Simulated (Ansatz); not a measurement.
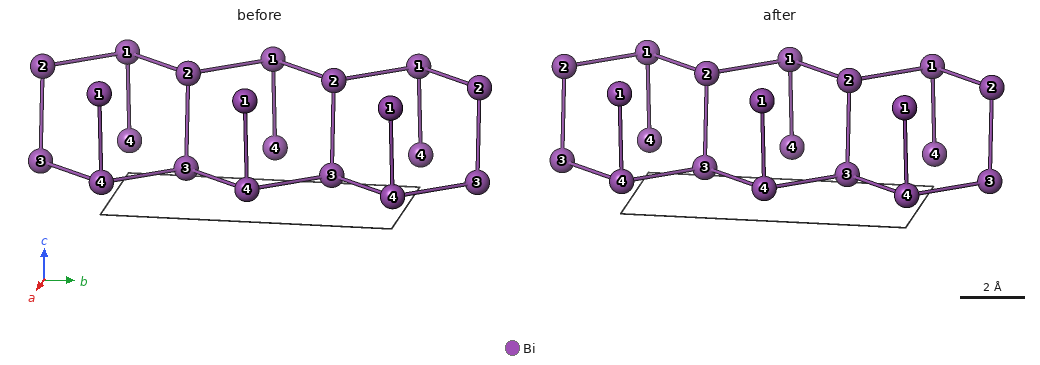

The structure of a slab of composition Bi before (left) and after (right) a relaxation, at one scale.

Style: ball-and-stick. Shown: the 1 × 2 repeat of the cell, outlined in the plane, without the vacuum, slightly off an axis.

Theory: DFT, PBEsol, plane waves, PAW (Ansatz 0.2.0). Settings: plane-wave cutoff 420 eV; k-point mesh 6 × 6 × 1; occupations fermi dirac; smearing width 0.02 eV; no spin polarisation; cell and atoms relaxed; force threshold 0.005 eV/Å.

### Describe what moved and what it gained.

The energy falls by 39.2 meV per cell of the calculation in 4 accepted moves (5 points after the start). Largest force component: 0.18 eV/Å at the start, 0.00045 eV/Å at the end. At 1 point the geometry stayed and the basis and grid were re-selected for the new cell (energy shift of 0.7 meV per cell of the calculation at most each time). The largest moves relative to the cell and the layer's centre, 0.014 Å, are those of Bi1, Bi2, Bi3 and Bi4. Bi3 goes at 15° to the normal (+c side). In the plane the drawn cell goes a 4.926 → 4.873 Å (−1.1 %), b 9.262 → 9.065 Å (−2.1 %). Among the contacts that change: Bi1–Bi2 3.123 → 3.066 Å, Bi1–Bi4 2.999 → 2.973 Å. The run took about 90 s of wall time on a shared GPU.
